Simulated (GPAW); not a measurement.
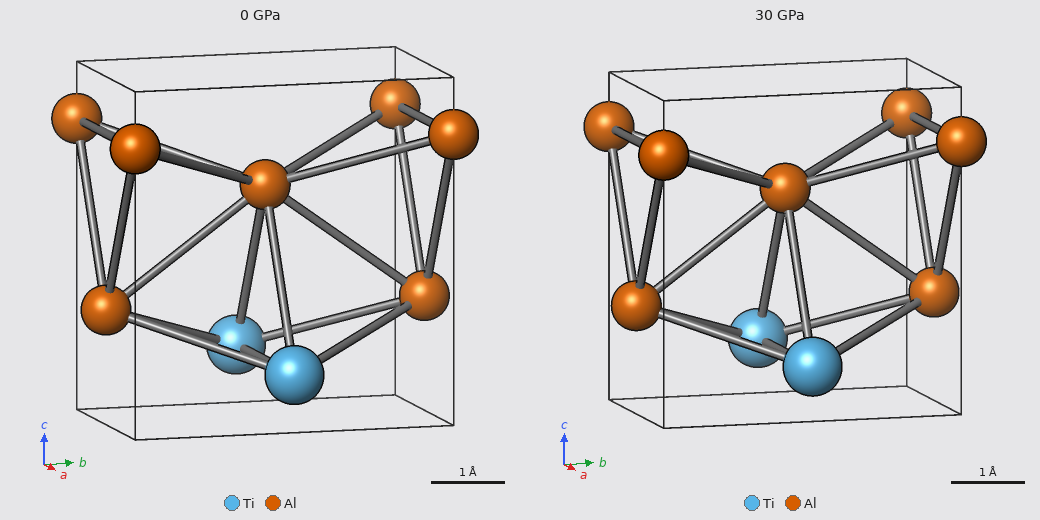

TiAl₃, space group Pmm2 (No. 25), relaxed (cell and atoms) under a series of hydrostatic pressures; the conventional cell is drawn at the lowest and the highest, to one scale (sticks follow a distance rule). The start was a structure listed in the Materials Project. It needn't be the stable form of this composition.

Alike in all runs: GPAW 26.7.0; functional PBEsol; potentials PAW data sets generated in the run's folder for this functional; cutoff 600 eV; k mesh 7 × 4 × 4 on the run's cell of 4 atoms; occupations fermi-dirac, width 0.05 eV; no spin polarisation; no spin-orbit coupling.

```tsv
pressure (GPa)	volume (Å³/atom)	a (Å)	b (Å)	c (Å)
0.1	15.870	2.848	4.583	4.864
2.1	15.583	2.830	4.554	4.836
5.1	?	?	?	?
10.0	14.655	2.773	4.457	4.744
20.0	13.780	2.716	4.363	4.652
30.1	13.086	2.669	4.285	4.577
```

Q: What equation of state do the given rows imply, and what volume does it predict for the missing row?

A: The fit gives V0 = 15.89 Å³/atom, B0 = 106 GPa and B0′ = 4.0, which puts the volume at 5.1 GPa at 15.20 Å³/atom. The run gave volume 15.195 Å³/atom; a 2.806 Å; b 4.514 Å; c 4.798 Å.

Q: Which axis yields most up to 30 GPa?

A: The axes shrink nearly alike: a −6.3 %, b −6.5 %, c −5.9 %, against −17.5 % in volume.

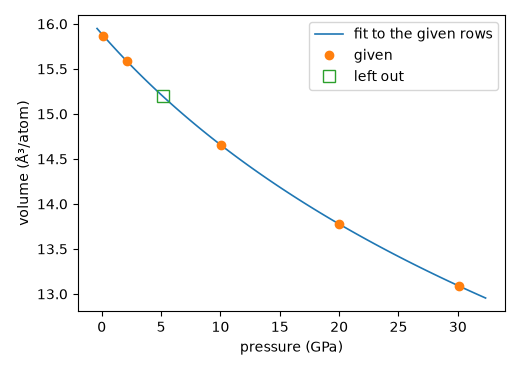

Volume against pressure, with the fit. The structure was kept in its own symmetry, so a change to another phase within this range wouldn't be seen.

Caveat: later steps reuse the first step's grids.
